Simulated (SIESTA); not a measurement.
System: La₂O₃, space group P321 (No. 150).

The given structure:
```cif
data_structure
_symmetry_space_group_name_H-M 'P 1'
_symmetry_Int_Tables_number 1
_cell_length_a 6.3703
_cell_length_b 6.3703
_cell_length_c 3.2899
_cell_angle_alpha 90.000
_cell_angle_beta 90.000
_cell_angle_gamma 120.000
_cell_volume 115.62
loop_
_atom_site_label
_atom_site_type_symbol
_atom_site_fract_x
_atom_site_fract_y
_atom_site_fract_z
_atom_site_occupancy
La1 La 0.66667 0.33333 0.49810 1
La2 La 0.33333 0.66667 0.50190 1
O1 O 0.50461 0.00000 0.00000 1
O2 O 0.00000 0.50461 0.00000 1
O3 O 0.49539 0.49539 0.00000 1
```

How it was computed, with SIESTA 5.4.2: DFT in numerical atomic orbitals with pseudopotentials, no spin polarisation; energies at scaled volumes of the given cell, shape and fractions fixed, counted from the fit's minimum, third-order Birch-Murnaghan fit. Level: PBEsol.

- k mesh: 4×4×6
- occupations: Fermi–Dirac
- smearing width: 0.05 eV
- potentials: PseudoDojo 0.4 standard, converted to PSML, two zetas on semicore shells
- program settings: basis DZP, mesh cutoff 800 Ry

What does the calculation give for the energy and pressure against volume? The volume takes the values 21.74, 22.20, 22.66, 23.12, 23.59, 24.05, 24.51 Å³/atom.

A third-order Birch–Murnaghan fit gives V0 = 23.57 Å³/atom, B0 = 96.6 GPa and B′ = 4.5. The energy is 49.81 meV/atom at volume 21.74 Å³/atom and 10.61 meV/atom at 24.51 Å³/atom; the lowest computed point is at volume 23.59 Å³/atom (0.00 meV/atom), in a single well. The pressure falls from 9.36 GPa at volume 21.74 Å³/atom to −3.49 GPa at 24.51 Å³/atom, and changes sign near 23.57 Å³/atom.

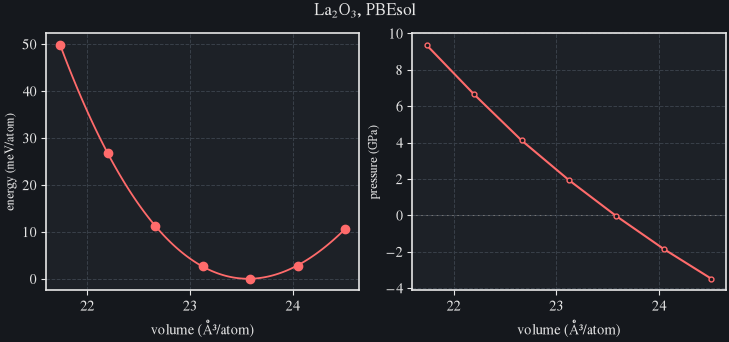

Note: mulliken charges of long orbitals; shape and atomic fractions are frozen while scaling, which makes layered, chain and framework solids too stiff.
